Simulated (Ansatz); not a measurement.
**A series of single points on SnSe$_{2}$**

System: SnSe$_{2}$ (Cm, 3 atoms in the cell).
Method: DFT r2SCAN, scalar-relativistic, plane waves, PAW, no spin polarisation (Ansatz 0.2.0).

The 6 runs differ only in the geometry, by a shift of atoms along one path in a fixed cell. The shift s is measured from run 4: Se3 moves along the Cartesian direction (0.00, 1.00, 0.00), and Se2 with it in fixed proportion. The structure derives from an entry of the Crystallography Open Database.

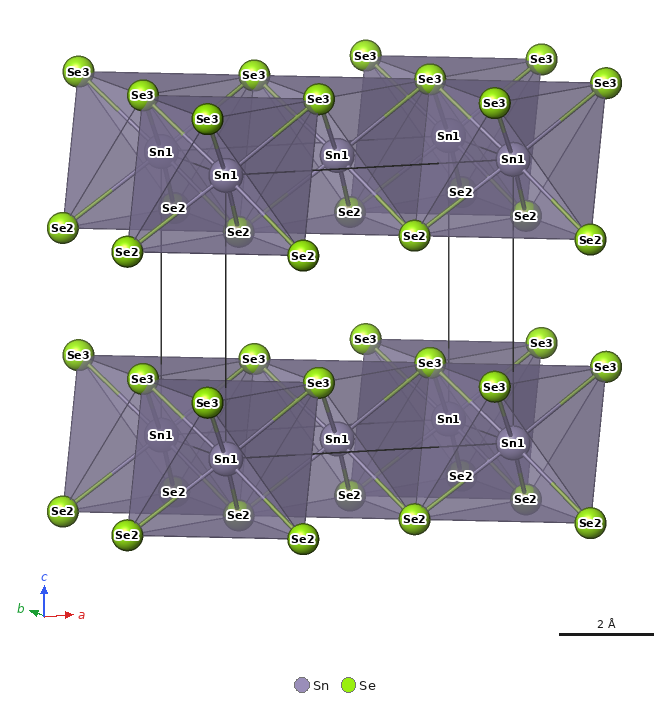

Figure 1. The structure of run 4 (polyhedral view of the cell 2 times as large as that of the calculation, set on its symmetry axes, seen slightly off an axis; polyhedra are completed across the faces of the cell; atoms are numbered from 1 in the order of the input). An atom can appear more than once, as a periodic image.

## Input of run 4
```yaml
crystal:
  lattice:
    - [3.8109987816, 0.0, 0.0]
    - [-1.9054993908, 3.3004217586, 0.0]
    - [0.0, 0.0, 6.137]
  atoms:
    - { symbol: Sn, position: [0.0, 0.0, 0.0] }
    - { symbol: Se, position: [0.3428018202, 0.6856036404, 0.25] }
    - { symbol: Se, position: [0.6761351535, 0.352270307, 0.75] }
basis:
  ecutwfc: 500
kpoints:
  mp_grid: { grid: [12, 12, 6] }
hamiltonian:
  xc: r2scan
scf:
  occupations: { method: gaussian, width: 0.05 }
output:
  forces: true
  stress: true
  eigenvalues: true
```

Command:
```bash
ansatz run input.yaml --threads 1 --pin off --max-ram 2560MiB --backend cpu --events-out ev --progress --plain --runs-dir out
```

Run 3 differs from it as follows:
```diff
-    - { symbol: Se, position: [0.3428018202, 0.6856036404, 0.25] }
-    - { symbol: Se, position: [0.6761351535, 0.352270307, 0.75] }
+    - { symbol: Se, position: [0.3371207281, 0.6742414561, 0.25] }
+    - { symbol: Se, position: [0.6704540614, 0.3409081228, 0.75] }
```

## Results, with one run withheld

```tsv
run	shift s of Se3 (Å)	free energy per atom, from the lowest run given (meV)	pressure (GPa)	gap on the mesh (eV)	force along the path (eV/Å)
1	−0.1625	10.63	3.57	1.00	0.651
2	−0.0500	0.00	3.31	1.01	−0.081
3	−0.0375	?	?	?	?
4	0.0000	4.04	3.41	1.00	−0.405
5	0.0125	5.90	3.45	1.00	−0.486
6	0.0250	8.09	3.51	1.00	−0.569
```

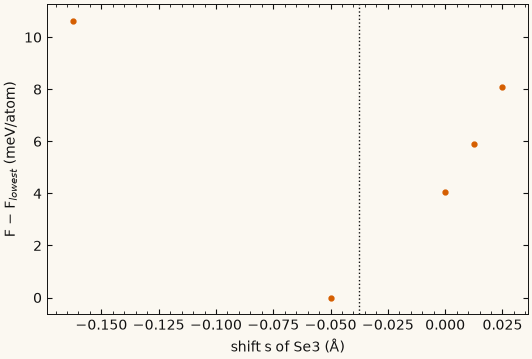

Figure 2. Free energy per atom of the runs given; the dotted line marks run 3.

Fit the runs given and predict run 3.

A cubic polynomial in the coordinate, fitted to the 5 runs given, misses them by under 0.01 meV per atom. With x = s + 0.0350, it reads F = 0.64499 + 59.216 x + 1080.5 x² + 14.729 x³ (meV per atom). At run 3 it gives 0.50 meV per atom, and the run itself gives 0.50. The slope of the fit gives a force −dF/ds of −0.161 eV/Å along the path (summed over the atoms that move), and the printed forces give −0.161 eV/Å. The fit has its minimum at s = −0.0624 Å.

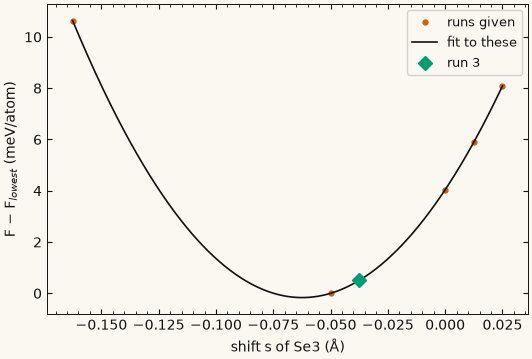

Figure 3. The fit and the withheld run.

## Output, shortened to warnings, some set-up lines, iterations and results (run 3)
```
Basis set: ecut = 500 eV, 1949 PW (Γ), exchange–correlation on 120×120×180 points (64 copies of the dense FFT grid, shifted against one another)
Symmetry: 2 space group operations
k-points: 242 of 864 (time reversal used)
Initial density: superposition of atomic densities (neutral atoms: chi_scale 0, normalization atom), corrected by the library's trained network
[...]
SCF iter   1: F=—  HF=-16996.107361 eV  |F-HF|=—  |Δ(HF+E_count)|=         —  Δρ=6.55e-3  dr2=5.23e-2  dr2_τ=8.18e-3  ethr=1.77e-3  ⟨swp⟩=6.4  Hψ=30062  notcnv=0
SCF iter   2: F=—  HF=-16996.125488 eV  |F-HF|=—  |Δ(HF+E_count)|=   1.81e-2  Δρ=3.08e-3  dr2=5.56e-3  dr2_τ=2.04e-4  ethr=1.14e-4  ⟨swp⟩=2.4  Hψ=13031  notcnv=0  defer=242
SCF iter   3: F=—  HF=-16996.125803 eV  |F-HF|=—  |Δ(HF+E_count)|=   3.14e-4  Δρ=1.16e-3  dr2=7.19e-4  dr2_τ=1.38e-5  ethr=1.21e-5  ⟨swp⟩=2.9  Hψ=11513  notcnv=0
SCF iter   4: F=—  HF=-16996.125873 eV  |F-HF|=—  |Δ(HF+E_count)|=   6.99e-5  Δρ=2.41e-4  dr2=2.51e-5  dr2_τ=1.05e-6  ethr=1.56e-6  ⟨swp⟩=2.1  Hψ=8788  notcnv=0
SCF iter   5: F=—  HF=-16996.125884 eV  |F-HF|=—  |Δ(HF+E_count)|=   1.10e-5  Δρ=7.32e-5  dr2=2.51e-6  dr2_τ=6.08e-8  ethr=5.45e-8  ⟨swp⟩=2.0  Hψ=11583  notcnv=0
SCF iter   6: F=-16996.125886 eV  HF=-16996.125886 eV  |F-HF|=1.48e-8  |Δ(HF+E_count)|=   1.75e-6  Δρ=6.88e-6  dr2=3.56e-8  dr2_τ=7.19e-10  ethr=2.17e-10  ⟨swp⟩=4.1  Hψ=29110 …
SCF 1 converged in 6 iterations: F = -16996.125886 eV  dr2 = 3.56e-8
SCF converged after 6 iterations
Free energy (F): -16996.125886 eV
Harris-Foulkes:  -16996.125886 eV  (|F-HF|=1.48e-8)
Internal energy: -16996.125886 eV  (E = F + TS)
E sigma→0 (E₀):  -16996.125886 eV
Fermi energy:    8.358527 eV
--- Per-component energies (eV) ---
  E_band       = -895.186279
  E_kinetic    = 426.358328
  E_local      = -6087.803337  (includes V_loc(G=0)·N_el)
  E_nonlocal   = -1222.088435
  E_hartree    = 3122.579577
  E_xc         = -570.360493
  E_vxc        = -314.784380  (∫ρ·V_xc dr)
  E_paw        = -8014.968477  (= ΣΔE_a)
  E_vpaw       = 41.290639  (= ΣTr[D̂ρ^β])
  E_aug_tail   = -0.000417  (compensation charges beyond the density's cutoff)
  E_vtau       = 16.690249  (kinetic-family band-sum trace: ∫τ·v_τ [+ j·A + Jᵃ·Aᵃ] dr)
  E_ewald      = -4647.048413
  E_core_change = -2.794221  (= ΣΔE_core)
  E_smearing   = -0.000000  (= −TS)
  E_closure    = -0.000000  (closes the sum)
  Σ components = -16996.125886   (vs F -16996.125886, Δ=0.00e0)
--- Forces (eV/Å), atoms counted from 1 ---
  atom   1  Sn     0.00000000     0.16138166     0.00015151
  atom   2  Se     0.00000000    -0.07751358     0.44965718
  atom   3  Se    -0.00000000    -0.08387165    -0.44980733
  max |Σ_I F_I| component: 3.57e-6 eV/Å
--- Stress (GPa, compression-positive) ---
        2.875480       0.000000       0.000000
        0.000000       2.891531       0.020662
        0.000000       0.020662       4.203002
  P = ⅓ Tr σ = 3.3233 GPa (33.233 kbar)
```
